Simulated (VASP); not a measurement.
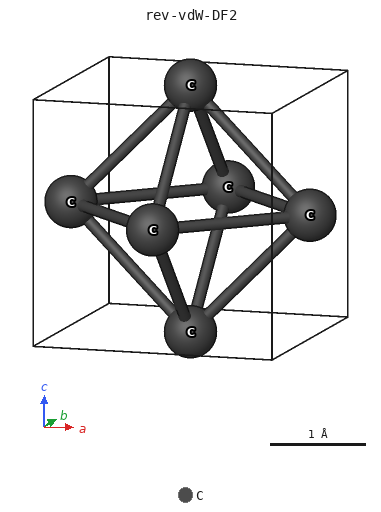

Crystalline C (a generated structure, set up in Pm-3m), relaxed (cell and atoms) with several functionals. The picture shows the result with rev-vdW-DF2. Style: ball-and-stick. Shown: the cell of the calculation, slightly off an axis.

Computed with VASP 6.6.1: VASP PAW PBE potentials, recommended; VASP PAW LDA potentials, recommended (each functional with its own set). (plane-wave cutoff 600 eV; k-point mesh 10 × 10 × 10; occupations fermi-dirac; smearing width 0.05 eV; no spin polarisation)

```tsv
functional	volume (Å³/atom)	a (Å)
PW91	?	?
rev-vdW-DF2	6.125	2.639
PBE	6.081	2.632
PBEsol	5.748	2.583
optB88-vdW	6.382	2.675
revPBE	6.209	2.651
BLYP	6.753	2.726
RPBE	6.261	2.658
LDA	5.607	2.562
AM05	5.661	2.570
vdW-DF-cx	6.085	2.633
```

Question: Estimate the missing row from the others, and compare with the calculation.

Answer: With PW91 the volume falls between rev-vdW-DF2 (6.125) and revPBE (6.209). The calculation gives 6.160 Å³/atom (a = 2.644 Å). In order of volume: LDA < AM05 < PBEsol < PBE < vdW-DF-cx < rev-vdW-DF2 < PW91 < revPBE < RPBE < optB88-vdW < BLYP; the spread is 20.4 %.
